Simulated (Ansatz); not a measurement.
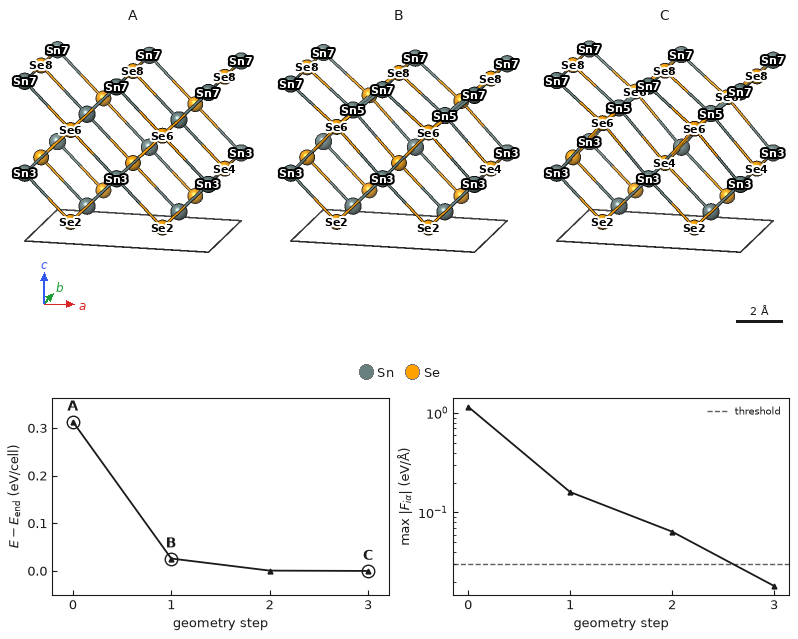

Frames of a constrained relaxation of a slab of composition SnSe (cut from the Fm-3m phase), marked on the history of the run. Style: ball-and-stick. Shown: the 2 × 1 repeat of the cell, outlined in the plane, without the vacuum, slightly off an axis.

Case: clean slab, lower half held. The slab is the (1 1 0) face of SnSe. 4 atoms are held fixed.

These are results of Ansatz, DFT PBEsol, scalar-relativistic, plane waves, PAW, not measurements. Set-up: plane-wave cutoff 420 eV; k-point mesh 6 × 5 × 1; occupations gaussian; smearing width 0.05 eV; no spin polarisation; dipole correction; atoms relaxed in a fixed cell; force threshold 0.03 eV/Å; at most 70 steps.

What happens along the run?

Answer. Over 3 geometry steps the energy falls by 0.313 eV per cell of the calculation. The largest force component goes from 1.2 to 0.018 eV/Å. The atom that moves furthest is a Se atom (0.31 Å along the normal (+c)). By element the largest moves are Se 0.31 Å, Sn 0.29 Å. The lattice vectors keep their values. Some distances before and after: Se–Sn 2.973 → 3.203 Å, Se–Sn 2.973 → 2.782 Å. Bond angles that change, for instance: Sn–Se–Sn 90.0° → 98.2°, Sn–Se–Sn 180.0° → 171.9°, Sn–Se–Sn 90.0° → 82.0°. The run took 31 s on 4 threads of Intel(R) Xeon(R) 6975P-C (Granite Rapids), on a shared host, peak memory 1.4 GiB. From step 0 to 1: a Sn atom moves most (0.19 Å), energy −0.287 eV per cell of the calculation. From step 1 to 3: a Se atom moves most (0.17 Å), energy −26.1 meV per cell of the calculation.

```json
{"step": "0", "E − E(0), meV/atom": "0.00", "largest force component, eV/Å": "1.1562"}
{"step": "1", "E − E(0), meV/atom": "-35.93", "largest force component, eV/Å": "0.1606"}
{"step": "2", "E − E(0), meV/atom": "-39.10", "largest force component, eV/Å": "0.0642"}
{"step": "3", "E − E(0), meV/atom": "-39.19", "largest force component, eV/Å": "0.0183"}
```
